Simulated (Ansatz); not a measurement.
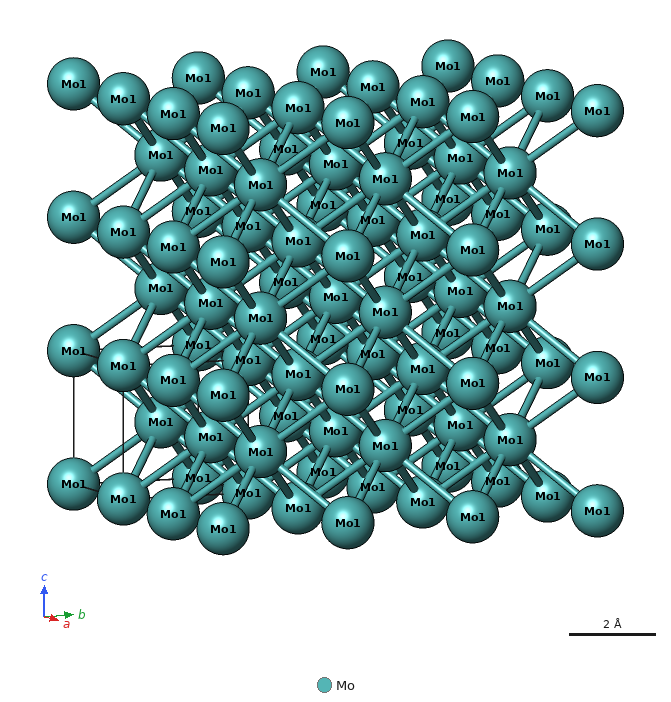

Fig. 1: The structure as given in the input (ball-and-stick view of the cell 2 times as large as that of the calculation, set on its symmetry axes, repeated 3 × 3 × 3, seen slightly off an axis; atoms are numbered from 1 in the order of the input). Near neighbours in the crystal (not all of them lie inside the picture): Mo has 8 Mo at 2.71 Å.

## Mo: a failed or faulty run and its cure

System: Mo (Im-3m, 1 atom in the cell).
Method of the first run: DFT, PBE, plane waves, PAW (Ansatz 0.2.0).

The structure derives from an entry of the Crystallography Open Database. Text and figures count atoms from 1; the logs count them from 0 in places.

**Input file, the first run**
```yaml
crystal:
  lattice:
    - [-1.565323, 1.565323, 1.565323]
    - [1.565323, -1.565323, 1.565323]
    - [1.565323, 1.565323, -1.565323]
  atoms:
    - { symbol: Mo, position: [0.0, 0.0, 0.0] }
  symmetry: { tolerance: 0.0003 }
kpoints:
  mp_grid: { grid: [8, 8, 8], shift: [0, 0, 0] }
magnetization:
  spin_polarized: false
scf:
  occupations: { method: fermi_dirac, width: 0.3 }
  n_extra_bands: 0
  max_iter: 75
hamiltonian:
  pseudopotentials: { kind: paw }
  xc: pbe
basis:
  ecutwfc: 420
output:
  forces: true
  stress: true
  eigenvalues: true
```

Command:
```bash
ansatz run input.yaml --threads 1 --pin off --max-ram 2560MiB --backend cpu --events-out ev --progress --plain --runs-dir out
```

Hardware: 1 CPU thread, shared host.

**Output (the first run)**
```
Error: inconsistent input (scf.n_extra_bands, scf.occupations.method): n_bands = 7 leaves no empty band above the 7 bands per channel that the deck's 14 electrons occupy, and the occupations search for the Fermi level (a smearing at a finite width, or tetrahedra): a level found among occupied bands alone can fill a metal as an insulator; raise scf.n_extra_bands until at least 8 bands are solved (omitted, it auto-derives to 11) (see scf.n_extra_bands in the input reference)
```

**What should be changed in this input?**

This input holds a deliberate fault: too few bands (`scf.n_extra_bands` and `scf.occupations`). Smearing needs empty bands above the Fermi level. The program refused the input: “inconsistent input (scf.n_extra_bands, scf.occupations.method): n_bands = 7 leaves no empty band above the 7 bands per channel that the deck's 14 electrons occupy, and the occupations search for the Fermi level (a smearing at a finite width, or tetrahedra): a level found among occupied bands alone can fill a metal as an insulator …”

A run of the same system that converges differs from this input as follows (lines with − go, lines with + come):
```diff
-  occupations: { method: fermi_dirac, width: 0.3 }
-  n_extra_bands: 0
-  max_iter: 75
+  occupations: { method: fermi_dirac }
```

**Output, shortened to warnings, some set-up lines, iterations and results (the second run)**
```
Basis set: ecut = 420 eV, 321 PW (Γ), exchange–correlation on 40×40×40 points (8 copies of the dense FFT grid, shifted against one another)
Symmetry: 48 space group operations
k-points: 29 of 512
Initial density: superposition of atomic densities (neutral atoms: chi_scale 0, normalization atom), corrected by the library's trained network
[...]
SCF iter   1: F=—  HF=-4956.001531 eV  |F-HF|=—  |Δ(HF+E_count)|=         —  Δρ=2.57e-3  dr2=4.60e-4  ethr=1.77e-3  ⟨swp⟩=4.9  Hψ=1850  notcnv=0
SCF iter   2: F=—  HF=-4956.001550 eV  |F-HF|=—  |Δ(HF+E_count)|=   1.93e-5  Δρ=1.28e-3  dr2=9.05e-5  ethr=3.29e-6  ⟨swp⟩=2.4  Hψ=702  notcnv=0
SCF iter   3: F=—  HF=-4956.001565 eV  |F-HF|=—  |Δ(HF+E_count)|=   1.44e-5  Δρ=2.59e-4  dr2=8.41e-6  ethr=6.46e-7  ⟨swp⟩=2.1  Hψ=523  notcnv=0
SCF iter   4: F=—  HF=-4956.001562 eV  |F-HF|=—  |Δ(HF+E_count)|=   2.32e-6  Δρ=5.81e-5  dr2=1.69e-7  ethr=6.01e-8  ⟨swp⟩=2.6  Hψ=473  notcnv=0
SCF iter   5: F=-4956.001562 eV  HF=-4956.001562 eV  |F-HF|=1.03e-8  |Δ(HF+E_count)|=   3.73e-9  Δρ=1.88e-5  dr2=1.82e-8  ethr=1.21e-9  ⟨swp⟩=2.0  Hψ=519  notcnv=0
SCF iter   6: F=-4956.001562 eV  HF=-4956.001562 eV  |F-HF|=1.05e-9  |Δ(HF+E_count)|=   4.88e-9  Δρ=6.49e-6  dr2=1.85e-9  ethr=1.30e-10  ⟨swp⟩=1.8  Hψ=1016  notcnv=0
SCF 1 converged in 6 iterations: F = -4956.001562 eV  dr2 = 1.85e-9
SCF converged after 6 iterations
Free energy (F): -4956.001562 eV
Harris-Foulkes:  -4956.001562 eV  (|F-HF|=1.05e-9)
Internal energy: -4955.974355 eV  (E = F + TS)
E sigma→0 (E₀):  -4955.987959 eV
Entropy (-TS):   -0.027207 eV (-27.207 meV/atom)
Fermi energy:    21.474645 eV
--- Per-component energies (eV) ---
  E_band       = -48.559904
  E_kinetic    = 442.002207
  E_local      = -770.421710  (includes V_loc(G=0)·N_el)
  E_nonlocal   = 142.729602
  E_hartree    = 255.383380
  E_xc         = -183.932339
  E_vxc        = -229.609760  (∫ρ·V_xc dr)
  E_paw        = -3201.320175  (= ΣΔE_a)
  E_vpaw       = -144.026276  (= ΣTr[D̂ρ^β])
  E_aug_tail   = 0.000045  (compensation charges beyond the density's cutoff)
  E_ewald      = -1640.415367
  E_smearing   = -0.027207  (= −TS)
  E_closure    = 0.000000  (closes the sum)
  Σ components = -4956.001562   (vs F -4956.001562, Δ=0.00e0)
--- Forces (eV/Å), atoms counted from 1 ---
  atom   1  Mo    -0.00000000     0.00000000     0.00000000
  max |Σ_I F_I| component: 2.67e-32 eV/Å
--- Stress (GPa, compression-positive) ---
        8.259273       0.000000      -0.000000
        0.000000       8.259273      -0.000000
       -0.000000      -0.000000       8.259273
  P = ⅓ Tr σ = 8.2593 GPa (82.593 kbar)
```

**The two runs side by side**

| quantity | the first run | the second run |
| --- | --- | --- |
| outcome | refused | converged |
| free energy per atom (eV) | – | −4956.0016 |
| pressure (GPa) | – | 8.26 |
| volume per atom (Å³) | – | 15.34 |
| largest force (eV/Å) | – | 0.000 |
| SCF iterations | – | 6 |
| irreducible k-points | – | 29 |
| plane waves at Γ | – | 321 |

Notes on the second run: The cell is under a pressure of 8.3 GPa at this level, so it is not at its equilibrium volume.
